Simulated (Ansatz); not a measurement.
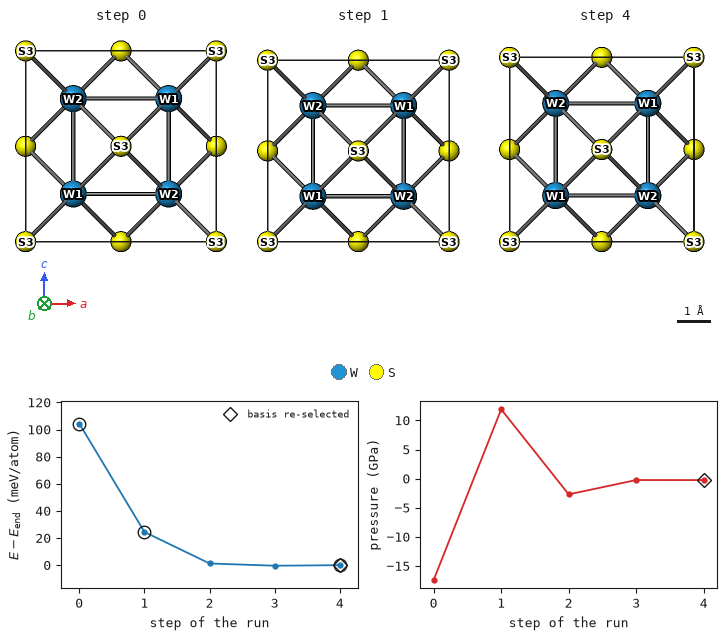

Frames of a relaxation of crystalline W$_{2}$S (built on the fluorite_225 type) (coarse preliminary run), marked on the history of the run. Style: ball-and-stick. Shown: the conventional cell (4 times the calculation's cell), along the b axis. Lengths and directions refer to the drawn axes.

Case: fluorite type (Fm-3m, No. 225).

Method: Ansatz, DFT PBE, scalar-relativistic, plane waves, PAW. (plane-wave cutoff 420 eV; k-point mesh 6 × 6 × 6; occupations gaussian; smearing width 0.1 eV; no spin polarisation; cell and atoms relaxed; force threshold 0.04 eV/Å; at most 70 steps)

**What happens along the run?**

Over 3 accepted moves (4 points after the start) the energy falls by 104 meV per atom. All forces vanish by symmetry, so only the cell relaxes. Pressure: −17.39 GPa at the start and −0.24 GPa at the end. At 1 point the geometry stayed and the basis and grid were re-selected for the new cell (energy shift of 0.4 meV per atom at most each time). The atoms keep their places relative to the cell (all moves are under 0.005 Å). The drawn cell changes as follows: a = b = c 5.923 → 5.724 Å (−3.4 %); the volume changes by −9.8 %. Near-neighbour distances that change, for instance: W1–W2 2.962 → 2.862 Å, W1–S3 2.565 → 2.479 Å. The space group stays Fm-3m (No. 225). Cost: 6.6 s on 1 thread of Arm Neoverse V1, with other jobs on the host, peak memory 0.31 GiB. From step 0 to 1: volume −13.9 %, energy −80.0 meV per atom. From step 1 to 4: volume +4.8 %, energy −24.5 meV per atom.
